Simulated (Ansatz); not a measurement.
# Two runs on TiAl3

System: TiAl3 (I4mm, 4 atoms in the cell).
Method of run A: DFT r2SCAN, scalar-relativistic, plane waves, PAW, no spin polarisation (Ansatz 0.2.0).

The structure derives from a Materials Project entry. Text and figures count atoms from 1; the logs count them from 0 in places.

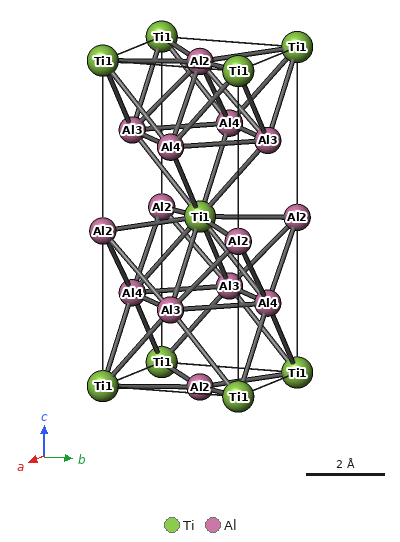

Figure 1. The input geometry (ball-and-stick view of the cell 2 times as large as that of the calculation, set on its symmetry axes, seen slightly off an axis; atoms are numbered from 1 in the order of the input). An atom can appear more than once, as a periodic image.

**Input, run A**
```yaml
crystal:
  lattice:
    - [-1.9120003552, 1.9120003552, 4.281915038]
    - [1.9120003552, -1.9120003552, 4.281915038]
    - [1.9120003552, 1.9120003552, -4.281915038]
  atoms:
    - { symbol: Ti, position: [0.0, 0.0, 0.0] }
    - { symbol: Al, position: [0.4766459635, 0.4766459635, 0.0] }
    - { symbol: Al, position: [0.75, 0.25, 0.5] }
    - { symbol: Al, position: [0.25, 0.75, 0.5] }
basis:
  ecutwfc: 500
kpoints:
  mp_grid: { grid: [18, 18, 18] }
hamiltonian:
  xc: r2scan
scf:
  occupations: { method: gaussian, width: 0.15 }
output:
  forces: true
  stress: true
  eigenvalues: true
  write_density: true
  write_potential: true
  elf: true
  volumetric_format: npy
```

Command:
```bash
ansatz run input.yaml --threads 1 --pin off --max-ram 2560MiB --backend cpu --events-out ev --progress --plain --runs-dir out
```

Hardware: 1 thread of Intel Xeon @ 2.70GHz, 189 GiB of memory available, shared host.

**Output, shortened to warnings, some set-up lines, iterations and results (run A)**
```
Basis set: ecut = 500 eV, 1555 PW (Γ), exchange–correlation on 160×160×160 points (64 copies of the dense FFT grid, shifted against one another)
Symmetry: 8 space group operations
k-points: 480 of 5832 (time reversal used)
Initial density: superposition of atomic densities (neutral atoms: chi_scale 0, normalization atom), corrected by the library's trained network
[...]
SCF iter   1: F=—  HF=-4127.228747 eV  |F-HF|=—  |Δ(HF+E_count)|=         —  Δρ=1.24e-2  dr2=1.28e-1  dr2_τ=2.81e-2  ethr=1.77e-3  ⟨swp⟩=5.3  Hψ=41178  notcnv=0
SCF iter   2: F=—  HF=-4127.268214 eV  |F-HF|=—  |Δ(HF+E_count)|=   3.95e-2  Δρ=4.85e-3  dr2=1.83e-2  dr2_τ=3.36e-3  ethr=6.08e-4  ⟨swp⟩=2.6  Hψ=17827  notcnv=0  defer=40
SCF iter   3: F=—  HF=-4127.267098 eV  |F-HF|=—  |Δ(HF+E_count)|=   1.12e-3  Δρ=2.35e-3  dr2=3.31e-3  dr2_τ=7.49e-5  ethr=8.70e-5  ⟨swp⟩=2.0  Hψ=10191  notcnv=0  defer=40
SCF iter   4: F=—  HF=-4127.266970 eV  |F-HF|=—  |Δ(HF+E_count)|=   1.29e-4  Δρ=2.35e-4  dr2=3.19e-5  dr2_τ=2.89e-6  ethr=1.58e-5  ⟨swp⟩=2.6  Hψ=11629  notcnv=0  defer=40
SCF iter   5: F=—  HF=-4127.267001 eV  |F-HF|=—  |Δ(HF+E_count)|=   3.18e-5  Δρ=9.85e-5  dr2=7.34e-6  dr2_τ=3.53e-7  ethr=1.52e-7  ⟨swp⟩=2.0  Hψ=10321  notcnv=0  defer=40
SCF iter   6: F=—  HF=-4127.267000 eV  |F-HF|=—  |Δ(HF+E_count)|=   1.35e-6  Δρ=2.53e-5  dr2=5.93e-7  dr2_τ=1.77e-8  ethr=3.49e-8  ⟨swp⟩=2.1  Hψ=10247  notcnv=0  defer=40
SCF iter   7: F=-4127.267000 eV  HF=-4127.267000 eV  |F-HF|=1.48e-9  |Δ(HF+E_count)|=  7.21e-10  Δρ=5.14e-6  dr2=2.13e-8  dr2_τ=6.22e-10  ethr=4.76e-10  ⟨swp⟩=8.5  Hψ=47276  …
SCF 1 converged in 7 iterations: F = -4127.267000 eV  dr2 = 2.13e-8
SCF converged after 7 iterations
Free energy (F): -4127.267000 eV
Harris-Foulkes:  -4127.267000 eV  (|F-HF|=1.48e-9)
Internal energy: -4127.248564 eV  (E = F + TS)
E sigma→0 (E₀):  -4127.257782 eV
Entropy (-TS):   -0.018436 eV (-4.609 meV/atom)
Fermi energy:    9.692523 eV
--- Per-component energies (eV) ---
  E_band       = -166.440323
  E_kinetic    = 345.243757
  E_local      = -1183.511331  (includes V_loc(G=0)·N_el)
  E_nonlocal   = 37.785830
  E_hartree    = 520.731943
  E_xc         = -204.810965
  E_vxc        = -228.413222  (∫ρ·V_xc dr)
  E_paw        = -2477.217459  (= ΣΔE_a)
  E_vpaw       = -191.745191  (= ΣTr[D̂ρ^β])
  E_aug_tail   = 0.000094  (compensation charges beyond the density's cutoff)
  E_vtau       = 12.740369  (kinetic-family band-sum trace: ∫τ·v_τ [+ j·A + Jᵃ·Aᵃ] dr)
  E_ewald      = -1165.036652
  E_core_change = -0.433781  (= ΣΔE_core)
  E_smearing   = -0.018436  (= −TS)
  E_closure    = 0.000000  (closes the sum)
  Σ components = -4127.267000   (vs F -4127.267000, Δ=0.00e0)
--- Forces (eV/Å), atoms counted from 1 ---
  atom   1  Ti    -0.00000000     0.00000000     0.03969786
  atom   2  Al    -0.00000000     0.00000000     0.88042293
  atom   3  Al     0.00000000     0.00000000    -0.46006671
  atom   4  Al    -0.00000000    -0.00000000    -0.46006671
  max |Σ_I F_I| component: 1.26e-5 eV/Å
--- Stress (GPa, compression-positive) ---
        0.604275       0.000000      -0.000000
        0.000000       0.604275      -0.000000
       -0.000000       0.000000       0.720885
  P = ⅓ Tr σ = 0.6431 GPa (6.431 kbar)
```

The input of run B differs as follows (lines with − go, lines with + come):
```diff
-    - { symbol: Al, position: [0.4766459635, 0.4766459635, 0.0] }
+    - { symbol: Al, position: [0.5175155274, 0.5175155274, 0.0] }
-  write_density: true
-  write_potential: true
-  elf: true
-  volumetric_format: npy
```

What does this change do to the results?

With the same functional and potentials, run B lies 9.5 meV per atom lower. The pressure goes from 0.64 to 0.35 GPa. The largest force goes from 0.880 to 0.648 eV/Å. The number of SCF iterations is the same.

**Output, shortened to warnings, some set-up lines, iterations and results (run B)**
```
Basis set: ecut = 500 eV, 1555 PW (Γ), exchange–correlation on 160×160×160 points (64 copies of the dense FFT grid, shifted against one another)
Symmetry: 8 space group operations
k-points: 480 of 5832 (time reversal used)
Initial density: superposition of atomic densities (neutral atoms: chi_scale 0, normalization atom), corrected by the library's trained network
[...]
SCF iter   1: F=—  HF=-4127.266787 eV  |F-HF|=—  |Δ(HF+E_count)|=         —  Δρ=1.24e-2  dr2=1.29e-1  dr2_τ=2.79e-2  ethr=1.77e-3  ⟨swp⟩=5.3  Hψ=41224  notcnv=0
SCF iter   2: F=—  HF=-4127.306283 eV  |F-HF|=—  |Δ(HF+E_count)|=   3.95e-2  Δρ=4.87e-3  dr2=1.83e-2  dr2_τ=3.38e-3  ethr=6.12e-4  ⟨swp⟩=2.6  Hψ=17832  notcnv=0  defer=38
SCF iter   3: F=—  HF=-4127.305211 eV  |F-HF|=—  |Δ(HF+E_count)|=   1.07e-3  Δρ=2.36e-3  dr2=3.30e-3  dr2_τ=7.58e-5  ethr=8.71e-5  ⟨swp⟩=2.0  Hψ=10212  notcnv=0  defer=38
SCF iter   4: F=—  HF=-4127.305124 eV  |F-HF|=—  |Δ(HF+E_count)|=   8.75e-5  Δρ=2.38e-4  dr2=3.23e-5  dr2_τ=2.84e-6  ethr=1.57e-5  ⟨swp⟩=2.7  Hψ=11699  notcnv=0  defer=38
SCF iter   5: F=—  HF=-4127.305157 eV  |F-HF|=—  |Δ(HF+E_count)|=   3.30e-5  Δρ=9.98e-5  dr2=7.48e-6  dr2_τ=3.59e-7  ethr=1.54e-7  ⟨swp⟩=2.0  Hψ=10328  notcnv=0  defer=38
SCF iter   6: F=—  HF=-4127.305155 eV  |F-HF|=—  |Δ(HF+E_count)|=   1.41e-6  Δρ=2.57e-5  dr2=6.18e-7  dr2_τ=1.80e-8  ethr=3.56e-8  ⟨swp⟩=2.0  Hψ=10242  notcnv=0  defer=38
SCF iter   7: F=-4127.305155 eV  HF=-4127.305155 eV  |F-HF|=1.12e-9  |Δ(HF+E_count)|=   3.17e-8  Δρ=4.75e-6  dr2=1.79e-8  dr2_τ=5.57e-10  ethr=4.76e-10  ⟨swp⟩=5.3  Hψ=33589  …
SCF 1 converged in 7 iterations: F = -4127.305155 eV  dr2 = 1.79e-8
SCF converged after 7 iterations
Free energy (F): -4127.305155 eV
Harris-Foulkes:  -4127.305155 eV  (|F-HF|=1.12e-9)
Internal energy: -4127.286915 eV  (E = F + TS)
E sigma→0 (E₀):  -4127.296035 eV
Entropy (-TS):   -0.018240 eV (-4.560 meV/atom)
Fermi energy:    9.696589 eV
--- Per-component energies (eV) ---
  E_band       = -166.281139
  E_kinetic    = 345.161707
  E_local      = -1183.759790  (includes V_loc(G=0)·N_el)
  E_nonlocal   = 37.730145
  E_hartree    = 520.983188
  E_xc         = -204.782691
  E_vxc        = -228.382247  (∫ρ·V_xc dr)
  E_paw        = -2477.196929  (= ΣΔE_a)
  E_vpaw       = -191.733932  (= ΣTr[D̂ρ^β])
  E_aug_tail   = 0.000094  (compensation charges beyond the density's cutoff)
  E_vtau       = 12.740668  (kinetic-family band-sum trace: ∫τ·v_τ [+ j·A + Jᵃ·Aᵃ] dr)
  E_ewald      = -1164.988857
  E_core_change = -0.433781  (= ΣΔE_core)
  E_smearing   = -0.018240  (= −TS)
  E_closure    = -0.000000  (closes the sum)
  Σ components = -4127.305155   (vs F -4127.305155, Δ=0.00e0)
--- Forces (eV/Å), atoms counted from 1 ---
  atom   1  Ti     0.00000000    -0.00000000    -0.02999580
  atom   2  Al     0.00000000    -0.00000000    -0.64777900
  atom   3  Al     0.00000000     0.00000000     0.33889266
  atom   4  Al    -0.00000000     0.00000000     0.33889266
  max |Σ_I F_I| component: 1.05e-5 eV/Å
--- Stress (GPa, compression-positive) ---
        0.337773      -0.000000      -0.000000
       -0.000000       0.337773       0.000000
       -0.000000      -0.000000       0.369717
  P = ⅓ Tr σ = 0.3484 GPa (3.484 kbar)
```

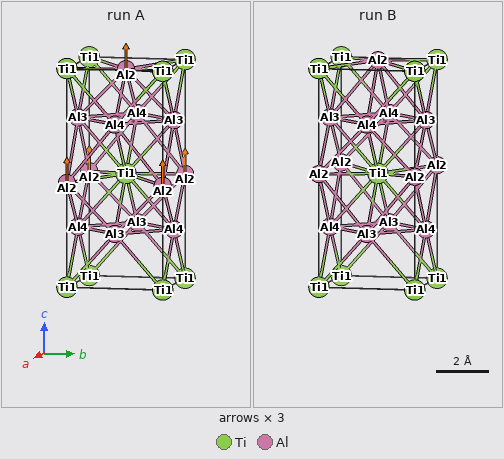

Figure 2. The two input geometries at one scale (ball-and-stick view of the cell 2 times as large as that of the calculation, set on its symmetry axes, seen slightly off an axis). The orange arrows on the first give the shifts of the atoms relative to the cell, magnified 3 times. The atom that moves furthest is Al2 (0.35 Å). Ti stays in place. The cell stays as it was. Among the contacts that change: Al2–Al3 3.023 → 2.760 Å.

**The two runs side by side**

| quantity | run A | run B |
| --- | --- | --- |
| outcome | converged | converged |
| free energy per atom (eV) | −1031.8168 | −1031.8263 |
| energy per atom, smearing taken to zero (eV) | −1031.8144 | −1031.8240 |
| gap on the mesh (eV) | 0.00 | 0.00 |
| pressure (GPa) | 0.64 | 0.35 |
| largest force (eV/Å) | 0.880 | 0.648 |
| SCF iterations | 7 | 7 |
| irreducible k-points | 480 | 480 |
| plane waves at Γ | 1555 | 1555 |
| wall time (shared host) | 1.9 min | 96 s |
